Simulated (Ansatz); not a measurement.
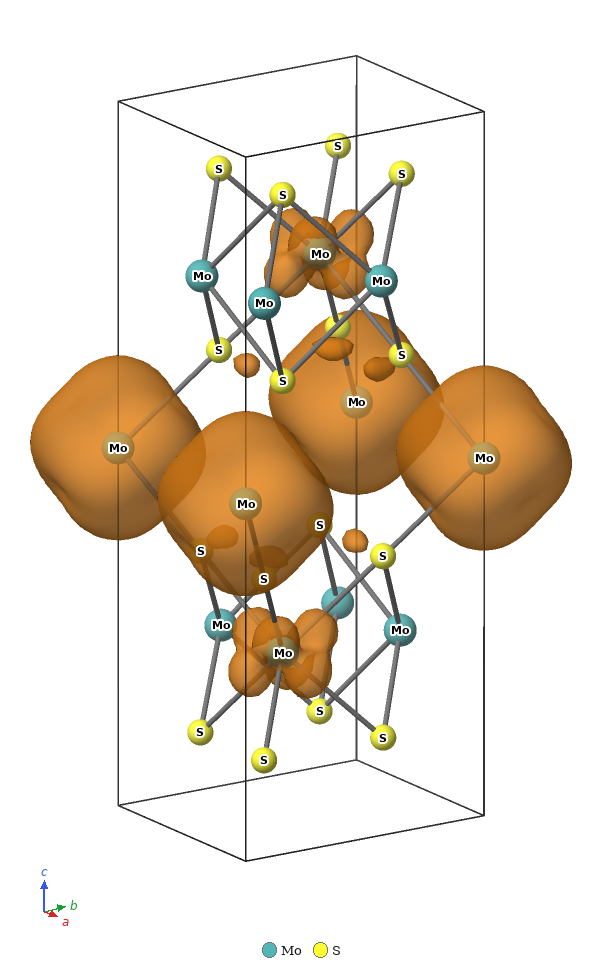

*Mo₉S₁₆ (cell charge +1, with a compensating background) (cell with a defect). Isosurface of the spin density (up minus down) at +0.03 e/Å³ (orange), seen slightly off an axis. Sticks mark near contacts.*

Spin-polarised.

Theory: Ansatz 0.2.0, DFT PBE+D3(BJ), scalar-relativistic, plane waves, PAW.

The density is the valence pseudo-density of a PAW calculation; it isn't the true density close to the nuclei.

**Describe the spin distribution.**

The spin density sits on Mo: +1.5 μB in one cell of 25 atoms, with smaller moments on other sites: Mo (up to +0.13 μB): with much of the spin spread outside that site. The cell of the calculation (25 atoms) carries 2.8 μB of net spin moment.
